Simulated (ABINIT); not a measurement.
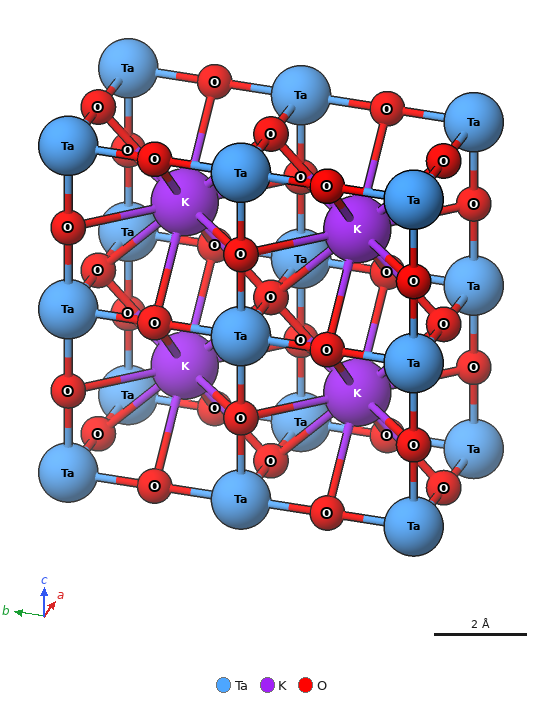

**Figure 1.** The starting structure (ball-and-stick view of the cell of the calculation, repeated 1 × 2 × 2, seen at an oblique angle). An atom can appear more than once, as a periodic image.

Run report: KTaO$_{3}$, geometry relaxation (part 1 of 3)

KTaO$_{3}$ (Pm-3m, 5 atoms in the cell), computed with Kohn-Sham DFT of a periodic cell, PBE, PseudoDojo NC SR PBE v0.4.1 standard, no spin polarisation (ABINIT 10.8.3).

The structure derives from an entry of the Crystallography Open Database.

**Output**
```
.Version 10.8.3 of ABINIT
 Symmetries : space group Pm -3 m (#221); Bravais cP (primitive cubic)
================================================================================
 Values of the parameters that define the memory need of the present run
     intxc =       0    ionmov =       2      iscf =       7    lmnmax =       8
     lnmax =       8     mgfft =      48  mpssoang =       4    mqgrid =    3001
     natom =       5  nloc_mem =       1    nspden =       1   nspinor =       1
    nsppol =       1      nsym =      48    n1xccc =    2501    ntypat =       3
    occopt =       3   xclevel =       2
       mpw =        7024          nfft =      110592          nkpt =          10
================================================================================
================================================================================

--------------------------------------------------------------------------------
------------- Echo of variables that govern the present computation ------------
--------------------------------------------------------------------------------
 -outvars: echo values of preprocessed input variables --------
            acell      7.5367947028E+00  7.5367947028E+00  7.5367947028E+00 Bohr
              amu      1.80947900E+02  3.90983000E+01  1.59994000E+01
          chkprim           0
      chksymtnons           0
          dilatmx      1.08000000E+00
             ecut      4.20000000E+01 Hartree
           ecutsm      5.00000000E-01 Hartree
           ionmov           2
              ixc          11
         kptrlatt        5    0    0      0    5    0      0    0    5
          kptrlen      3.76839735E+01
            natom           5
            nband          24
            ngfft          48      48      48
             nkpt          10
            nstep          80
             nsym          48
            ntime          50
           ntypat           3
           occopt           3
          optcell           2
           prtden           0
        prtebands           0
           prteig           0
            prtwf           0
          spgroup         221
           tolmxf      2.00000000E-05
           tolsym      1.00000000E-06
           tolvrs      1.00000000E-12
           tsmear      1.83746611E-03 Hartree
            typat      1  2  3  3  3
           xangst      0.0000000000E+00  0.0000000000E+00  0.0000000000E+00
                       1.9941499986E+00  1.9941499986E+00  1.9941499986E+00
                       0.0000000000E+00  0.0000000000E+00  1.9941499986E+00
                       0.0000000000E+00  1.9941499986E+00  0.0000000000E+00
                       1.9941499986E+00  0.0000000000E+00  0.0000000000E+00
            xcart      0.0000000000E+00  0.0000000000E+00  0.0000000000E+00
                       3.7683973514E+00  3.7683973514E+00  3.7683973514E+00
                       0.0000000000E+00  0.0000000000E+00  3.7683973514E+00
                       0.0000000000E+00  3.7683973514E+00  0.0000000000E+00
                       3.7683973514E+00  0.0000000000E+00  0.0000000000E+00
             xred      0.0000000000E+00  0.0000000000E+00  0.0000000000E+00
                       5.0000000000E-01  5.0000000000E-01  5.0000000000E-01
                       0.0000000000E+00  0.0000000000E+00  5.0000000000E-01
                       0.0000000000E+00  5.0000000000E-01  0.0000000000E+00
                       5.0000000000E-01  0.0000000000E+00  0.0000000000E+00
            znucl       73.00000   19.00000    8.00000

================================================================================

 chkinp: Checking input parameters for consistency.

================================================================================
== DATASET  1 ==================================================================

--- !DatasetInfo
iteration_state: {dtset: 1, }
dimensions: {natom: 5, nkpt: 10, mband: 24, nsppol: 1, nspinor: 1, nspden: 1, mpw: 7024, }
cutoff_energies: {ecut:  42.0, pawecutdg:  -1.0, }
electrons: {nelect:   4.00000000E+01, charge:   0.00000000E+00, occopt:   3.00000000E+00, tsmear:   1.83746611E-03, }
meta: {optdriver: 0, ionmov: 2, optcell: 2, iscf: 7, paral_kgb: 0, }
...

 Exchange-correlation functional for the present dataset will be:
  GGA: Perdew-Burke-Ernzerhof functional - ixc=11
  J.P.Perdew, K.Burke, M.Ernzerhof, PRL 77, 3865 (1996)

 Real(R)+Recip(G) space primitive vectors, cartesian coordinates (Bohr,Bohr^-1):
 R(1)=  7.5367947  0.0000000  0.0000000  G(1)=  0.1326824  0.0000000  0.0000000
 R(2)=  0.0000000  7.5367947  0.0000000  G(2)=  0.0000000  0.1326824  0.0000000
 R(3)=  0.0000000  0.0000000  7.5367947  G(3)=  0.0000000  0.0000000  0.1326824
 Unit cell volume ucvol=  4.2811462E+02 bohr^3
 Angles (23,13,12)=  9.00000000E+01  9.00000000E+01  9.00000000E+01 degrees

 getcut: wavevector=  0.0000  0.0000  0.0000  ngfft=  48  48  48
         ecut(hartree)=     48.989   => boxcut(ratio)=   2.02135

--- Pseudopotential description ------------------------------------------------
- pspini: atom type   1  psp file is ./Ta.upf
  73.00000  13.00000  171031                  znucl, zion, pspdat
12 -101130 3 -1 1450                          pspcod,pspxc,lmax,lloc,mmax
     nproj     2     2     2     2

- pspini: atom type   2  psp file is ./K.upf
  19.00000   9.00000  171031                  znucl, zion, pspdat
12 -101130 2 -1 2222                          pspcod,pspxc,lmax,lloc,mmax
     nproj     2     2     2     0

- pspini: atom type   3  psp file is ./O.upf
   8.00000   6.00000  171031                  znucl, zion, pspdat
12 -101130 2 -1 936                           pspcod,pspxc,lmax,lloc,mmax
     nproj     2     2     1     0

   1.94786602E+03                                ecore*ucvol(ha*bohr**3)
--------------------------------------------------------------------------------

================================================================================

=== [ionmov= 2] Broyden-Fletcher-Goldfarb-Shanno method (forces)
================================================================================

--- Iteration: ( 1/50) Internal Cycle: (1/1)
--------------------------------------------------------------------------------

---SELF-CONSISTENT-FIELD CONVERGENCE--------------------------------------------

--- !BeginCycle
iteration_state: {dtset: 1, itime: 1, icycle: 1, }
solver: {iscf: 7, nstep: 80, nline: 4, wfoptalg: 0, }
tolerances: {tolvrs: 1.00E-12, }
...

     iter   Etot(hartree)      deltaE(h)  residm     vres2
 ETOT  1  -144.49376547370    -1.445E+02 9.086E-02 1.962E+03
 ETOT  2  -143.53779664060     9.560E-01 2.342E-02 5.719E+03
 ETOT  3  -145.00049608163    -1.463E+00 1.103E-02 1.197E+02
 ETOT  4  -145.01700785052    -1.651E-02 5.177E-03 3.409E+01
 ETOT  5  -145.02131981783    -4.312E-03 2.663E-03 4.834E+00
 ETOT  6  -145.02228996001    -9.701E-04 3.182E-03 1.737E-01
 ETOT  7  -145.02232323661    -3.328E-05 9.460E-04 2.061E-02
 ETOT  8  -145.02232803931    -4.803E-06 8.170E-04 3.884E-04
 ETOT  9  -145.02232812671    -8.740E-08 2.158E-04 3.458E-06
 ETOT 10  -145.02232812722    -5.064E-10 1.737E-04 9.973E-08
 ETOT 11  -145.02232812723    -8.640E-12 1.249E-04 4.697E-10
 ETOT 12  -145.02232812722     1.279E-12 7.588E-05 1.631E-11
 ETOT 13  -145.02232812722     3.581E-12 7.390E-05 1.471E-12
 ETOT 14  -145.02232812722    -7.105E-13 5.391E-05 1.436E-14

 At SCF step   14       vres2   =  1.44E-14 < tolvrs=  1.00E-12 =>converged.

 Cartesian components of stress tensor (hartree/bohr^3)
  sigma(1 1)= -1.49404376E-04  sigma(3 2)=  0.00000000E+00
  sigma(2 2)= -1.49404376E-04  sigma(3 1)=  0.00000000E+00
  sigma(3 3)= -1.49404376E-04  sigma(2 1)=  0.00000000E+00

--- !ResultsGS
iteration_state: {dtset: 1, itime: 1, icycle: 1, }
comment   : Summary of ground state results
lattice_vectors:
- [  7.5367947,   0.0000000,   0.0000000, ]
- [  0.0000000,   7.5367947,   0.0000000, ]
- [  0.0000000,   0.0000000,   7.5367947, ]
lattice_lengths: [   7.53679,    7.53679,    7.53679, ]
lattice_angles: [ 90.000,  90.000,  90.000, ] # degrees, (23, 13, 12)
lattice_volume:   4.2811462E+02
convergence: {deltae: -7.105E-13, res2:  1.436E-14, residm:  5.391E-05, diffor: null, }
etotal    :  -1.45022328E+02
entropy   :   0.00000000E+00
fermie    :   2.48911207E-01
cartesian_stress_tensor: # hartree/bohr^3
- [ -1.49404376E-04,   0.00000000E+00,   0.00000000E+00, ]
- [  0.00000000E+00,  -1.49404376E-04,   0.00000000E+00, ]
- [  0.00000000E+00,   0.00000000E+00,  -1.49404376E-04, ]
pressure_GPa:   4.3956E+00
xred      :
- [  0.0000E+00,   0.0000E+00,   0.0000E+00, Ta]
- [  5.0000E-01,   5.0000E-01,   5.0000E-01,  K]
- [  0.0000E+00,   0.0000E+00,   5.0000E-01,  O]
- [  0.0000E+00,   5.0000E-01,   0.0000E+00,  O]
- [  5.0000E-01,   0.0000E+00,   0.0000E+00,  O]
cartesian_forces: # hartree/bohr
- [ -0.00000000E+00,  -0.00000000E+00,  -0.00000000E+00, ]
- [ -0.00000000E+00,  -0.00000000E+00,  -0.00000000E+00, ]
- [ -0.00000000E+00,  -0.00000000E+00,  -0.00000000E+00, ]
- [ -0.00000000E+00,  -0.00000000E+00,  -0.00000000E+00, ]
- [ -0.00000000E+00,  -0.00000000E+00,  -0.00000000E+00, ]
force_length_stats: {min:   0.00000000E+00, max:   0.00000000E+00, mean:   0.00000000E+00, }
...

 Integrated electronic density in atomic spheres:
 ------------------------------------------------
 Atom  Sphere_radius  Integrated_density
    1        2.00000          9.08415929
    2        2.00000          6.97536909
    3        2.00000          6.32774260
    4        2.00000          6.32774260
    5        2.00000          6.32774260

---OUTPUT-----------------------------------------------------------------------

 Cartesian coordinates (xcart) [bohr]
  0.00000000000000E+00  0.00000000000000E+00  0.00000000000000E+00
  3.76839735140000E+00  3.76839735140000E+00  3.76839735140000E+00
  0.00000000000000E+00  0.00000000000000E+00  3.76839735140000E+00
  0.00000000000000E+00  3.76839735140000E+00  0.00000000000000E+00
  3.76839735140000E+00  0.00000000000000E+00  0.00000000000000E+00
 Reduced coordinates (xred)
  0.00000000000000E+00  0.00000000000000E+00  0.00000000000000E+00
  5.00000000000000E-01  5.00000000000000E-01  5.00000000000000E-01
  0.00000000000000E+00  0.00000000000000E+00  5.00000000000000E-01
  0.00000000000000E+00  5.00000000000000E-01  0.00000000000000E+00
  5.00000000000000E-01  0.00000000000000E+00  0.00000000000000E+00
 Cartesian forces (fcart) [Ha/bohr]; max,rms= 0.00000E+00 0.00000E+00 (free atoms)
 -0.00000000000000E+00 -0.00000000000000E+00 -0.00000000000000E+00
 -0.00000000000000E+00 -0.00000000000000E+00 -0.00000000000000E+00
 -0.00000000000000E+00 -0.00000000000000E+00 -0.00000000000000E+00
 -0.00000000000000E+00 -0.00000000000000E+00 -0.00000000000000E+00
 -0.00000000000000E+00 -0.00000000000000E+00 -0.00000000000000E+00
 Gradient of E wrt nuclear positions in reduced coordinates (gred)
  0.00000000000000E+00  0.00000000000000E+00  0.00000000000000E+00
  0.00000000000000E+00  0.00000000000000E+00  0.00000000000000E+00
  0.00000000000000E+00  0.00000000000000E+00  0.00000000000000E+00
  0.00000000000000E+00  0.00000000000000E+00  0.00000000000000E+00
  0.00000000000000E+00  0.00000000000000E+00  0.00000000000000E+00
 Scale of Primitive Cell (acell) [bohr]
  7.53679470280000E+00  7.53679470280000E+00  7.53679470280000E+00
 Real space primitive translations (rprimd) [bohr]
  7.53679470280000E+00  0.00000000000000E+00  0.00000000000000E+00
  0.00000000000000E+00  7.53679470280000E+00  0.00000000000000E+00
  0.00000000000000E+00  0.00000000000000E+00  7.53679470280000E+00
 Unitary Cell Volume (ucvol) [Bohr^3]=  4.28114617540482E+02
 Angles (23,13,12)= [degrees]
  9.00000000000000E+01  9.00000000000000E+01  9.00000000000000E+01
 Lengths [Bohr]
  7.53679470280000E+00  7.53679470280000E+00  7.53679470280000E+00
 Stress tensor in cartesian coordinates (strten) [Ha/bohr^3]
 -1.49404375513787E-04  0.00000000000000E+00  0.00000000000000E+00
  0.00000000000000E+00 -1.49404375513786E-04  0.00000000000000E+00
  0.00000000000000E+00  0.00000000000000E+00 -1.49404375513784E-04
 Total energy (etotal) [Ha]= -1.45022328127222E+02

--- Iteration: ( 2/50) Internal Cycle: (1/1)
--------------------------------------------------------------------------------

---SELF-CONSISTENT-FIELD CONVERGENCE--------------------------------------------

--- !BeginCycle
iteration_state: {dtset: 1, itime: 2, icycle: 1, }
solver: {iscf: 7, nstep: 80, nline: 4, wfoptalg: 0, }
tolerances: {tolvrs: 1.00E-12, }
...
```
